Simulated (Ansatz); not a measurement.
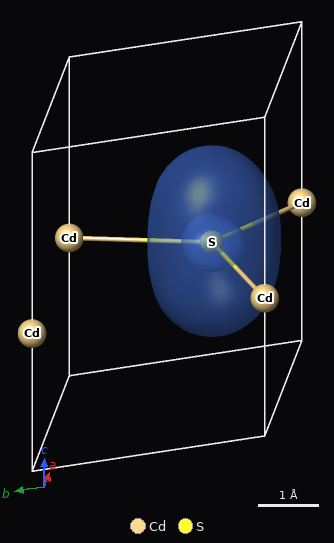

The picture shows: CdS. Isosurface of the ELF at 0.65 (blue), seen at an oblique angle. Core shells and regions of very low density are left out. Sticks mark near contacts.

Space group P3m1; a structure from a database of computed crystals, not necessarily the ambient phase; changed on purpose from its base cell (strained and moved within a subgroup).

These are results of DFT PBE, scalar-relativistic, plane waves, PAW in Ansatz, not measurements.

Core electrons are frozen (PAW), and the valence fields are smoothed inside the atomic spheres.

Identify the bonds, lone pairs and shells in this picture.

The surface consists of one region wrapped around S (its valence shell), counted in one cell of 2 atoms. Any copies at cell faces, edges or corners count once.

Values along the shortest contacts:
Cd–S (2.44 Å): the ELF peaks at about 0.85 in the valence shell of S, 0.8 Å from its nucleus, and is about 0.35 at the midpoint.
